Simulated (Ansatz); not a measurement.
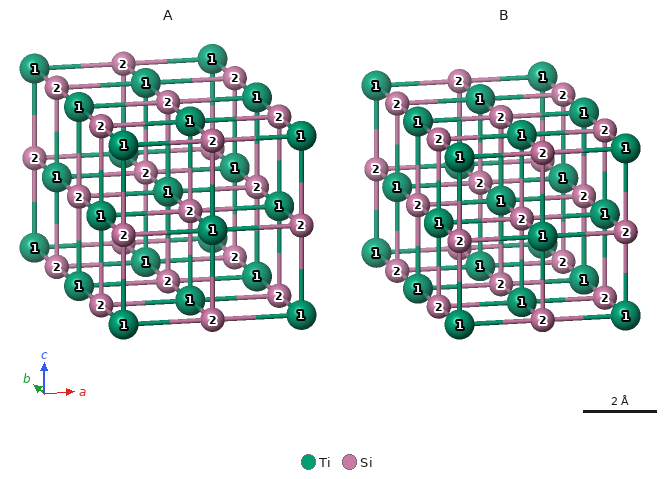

Two geometries of a crystal of TiSi (a generated structure, set up in Fm-3m) (coarse preliminary run), drawn at one scale. One is the start of a relaxation, the other its converged end. Style: ball-and-stick. Shown: the conventional cell (4 times the calculation's cell), repeated 1 × 2 × 1 with one cell outlined, slightly off an axis. Lengths and directions refer to the drawn axes.

Computed with DFT r2SCAN, scalar-relativistic, plane waves, PAW (Ansatz 0.2.0). (plane-wave cutoff 500 eV; k-point mesh 8 × 8 × 8; occupations gaussian; smearing width 0.1 eV; no spin polarisation; cell and atoms relaxed; force threshold 0.05 eV/Å; at most 60 steps)

Q: Which geometry has the lower energy?

A: Structure A is the relaxed one. Case: C → Si on all its sites, cell and atoms relaxed. Over 3 accepted moves (4 points after the start) the energy falls by 295 meV per atom. All forces vanish by symmetry, so only the cell relaxes. The pressure goes from 36.03 to 0.17 GPa. At 1 point the geometry stayed and the basis and grid were re-selected for the new cell (energy shift of 1.3 meV per atom at most each time). The atoms keep their places relative to the cell (all moves are under 0.005 Å). The volume changes by +23.0 %, with a = b = c 4.747 → 5.085 Å (+7.1 %). Among the contacts that change: Ti1–Si2 2.373 → 2.543 Å. The space group stays Fm-3m (No. 225). The run took 8.8 s on 1 thread of Oxide Virtual Turin-like Processor (Zen 5), with other jobs on the host, peak memory 0.42 GiB.
